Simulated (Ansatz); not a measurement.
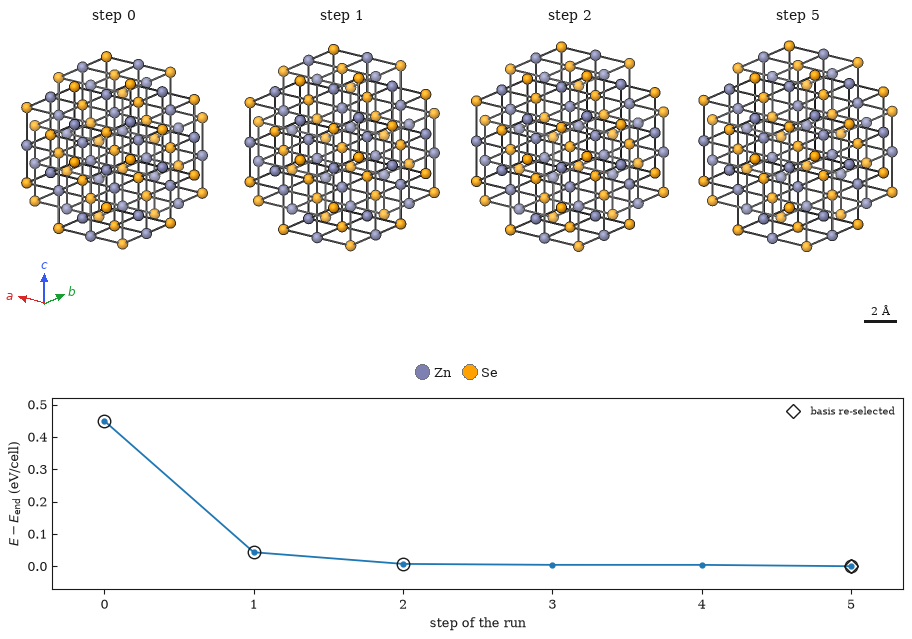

Frames of a relaxation of solid ZnSe (built on the rocksalt type), marked on the history of the run. Style: ball-and-stick. Shown: the conventional cell (4 times the calculation's cell), from a free direction. Lengths and directions refer to the drawn axes.

All numbers below come from Ansatz 0.2.0, DFT, PBE, plane waves, PAW.

The input:
```yaml
crystal:
  lattice:
    - [0.0, 2.50273, 2.50273]
    - [2.50273, 0.0, 2.50273]
    - [2.50273, 2.50273, 0.0]
  atoms:
    - { symbol: Zn, position: [0.0, 0.0, 0.0] }
    - { symbol: Se, position: [0.5, 0.5, 0.5] }
kpoints:
  mp_grid: { grid: [8, 8, 8] }
hamiltonian:
  xc: pbe
scf:
  occupations: { method: fermi_dirac, width: 0.02 }
relax:
  f_tol: 0.005
  cell: {}
```

Run as
```bash
ansatz run input.yaml --threads 2 --pin off --max-ram 2211MiB --backend cpu --events-out ev --progress --plain --runs-dir out
```

What happens along the run?

The atoms keep their places relative to the cell (all moves are under 0.005 Å). The volume changes by +23.3 %, with a = b = c 5.005 → 5.367 Å (+7.2 %). Near-neighbour distances that change, for instance: Zn1–Se2 2.503 → 2.684 Å. The space group stays Fm-3m (No. 225). After 4 accepted moves (5 points after the start) the energy has fallen by 0.449 eV per cell of the calculation. All forces vanish by symmetry, so only the cell relaxes. The pressure goes from 23.89 to 0.03 GPa. At 1 point the geometry stayed and the basis and grid were re-selected for the new cell (energy shift of 4.2 meV per cell of the calculation at most each time). From step 0 to 1: volume +15.3 %, energy −0.406 eV per cell of the calculation. From step 1 to 2: volume +4.8 %, energy −36.1 meV per cell of the calculation. From step 2 to 5: volume +2.0 %, energy −7.2 meV per cell of the calculation.
